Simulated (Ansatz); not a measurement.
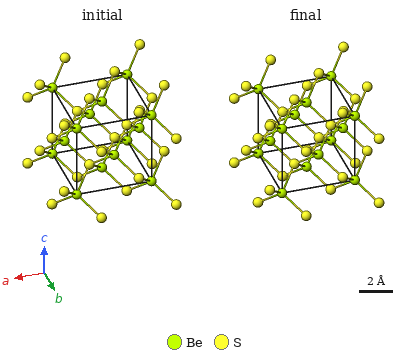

The structure of crystalline BeS (set up in F-43m) before (left) and after (right) a relaxation, at one scale.

Style: ball-and-stick. Shown: the conventional cell (4 times the calculation's cell), from a free direction. Lengths and directions refer to the drawn axes.

Case: relaxed at 9 GPa.

All numbers below come from Ansatz, DFT PBEsol, scalar-relativistic, plane waves, PAW.

Input file:
```yaml
crystal:
  lattice:
    - [0.0, 2.4189957384, 2.4189957384]
    - [2.4189957384, 0.0, 2.4189957384]
    - [2.4189957384, 2.4189957384, 0.0]
  atoms:
    - { symbol: Be, position: [0.0, 0.0, 0.0] }
    - { symbol: S, position: [0.75, 0.75, 0.75] }
basis:
  ecutwfc: 420
kpoints:
  mp_grid: { grid: [8, 8, 8] }
hamiltonian:
  xc: pbesol
scf:
  occupations: { method: fixed }
output:
  forces: true
  stress: true
  eigenvalues: true
relax:
  adjacent_minimum: "off"
  f_tol: 0.001
  max_steps: 60
  cell: { stress_tol: 0.02, p_target: 9.0 }
```

Run as
```bash
ansatz run input.yaml --threads 1 --pin off --max-ram 1228MiB --backend cpu --events-out ev --progress --plain --runs-dir out
```

Describe what moved and what it gained.

The atoms keep their places relative to the cell (all moves are under 0.005 Å). The drawn cell changes as follows: a = b = c 4.838 → 4.711 Å (−2.6 %); the volume changes by −7.6 %. Some distances before and after: Be1–S2 2.095 → 2.040 Å. The space group stays F-43m (No. 216). Over 3 accepted moves (4 points after the start) the energy rises by 28.5 meV per atom. With the target pressure of 9 GPa, the enthalpy E + pV changes by −32.3 meV per atom. All forces vanish by symmetry, so only the cell relaxes. The pressure goes from 0.00 to 8.99 GPa. At 1 point the geometry stayed and the basis and grid were re-selected for the new cell (energy shift of less than 0.05 meV per atom at most each time).
